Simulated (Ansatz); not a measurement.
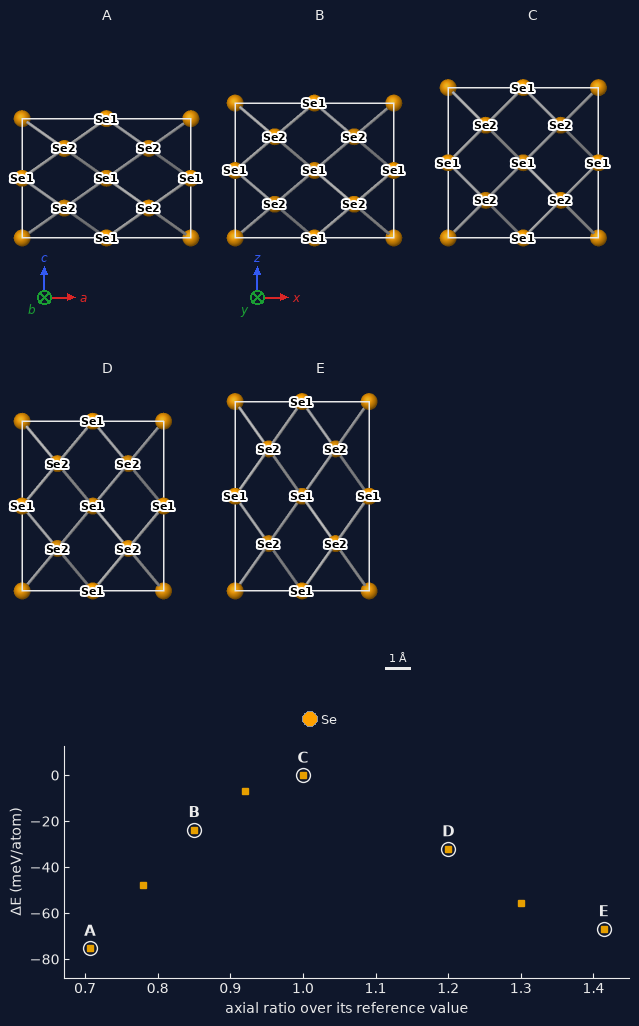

Energy scan for a crystal of Se (Fd-3m), in which the ratio of the cell's length along z to its lengths across, counted as 1 for the reference, is changed at fixed volume (a tetragonal or Bain path), with the atoms kept at their fractional coordinates. x, y and z are the Cartesian axes of the input. The lettered frames are marked on the plot. Style: ball-and-stick. Shown: the conventional cell (4 times the calculation's cell), along the b axis. Lengths and directions refer to the drawn axes.

Method: DFT LDA, scalar-relativistic, plane waves, PAW in Ansatz. Settings: plane-wave cutoff 420 eV; k-point mesh 14 × 14 × 14; occupations gaussian; smearing width 0.15 eV; no spin polarisation. Energies (free energies at the smearing named) are counted from the cell as listed in its source, which wasn't relaxed.

Question: Read off the main features of the energy profile.

Answer: Of the computed points the lowest is at the relative ratio 0.707, −75.3 meV/atom. A local maximum lies at 1.00 (0.0 meV/atom). The energy is still falling at the end of the range, so the minimum along this coordinate lies there or beyond. The end points stand at −75.3 meV/atom (0.707) and −66.8 meV/atom (1.414). The unrelaxed reference is under a pressure of −1.7 GPa. The distortion takes the space group from Fd-3m to I4_1/amd. At the relative ratio 1.414 the cell of the drawing goes a 6.251 → 5.569 Å, b 6.251 → 5.569 Å, c 6.251 → 7.875 Å.
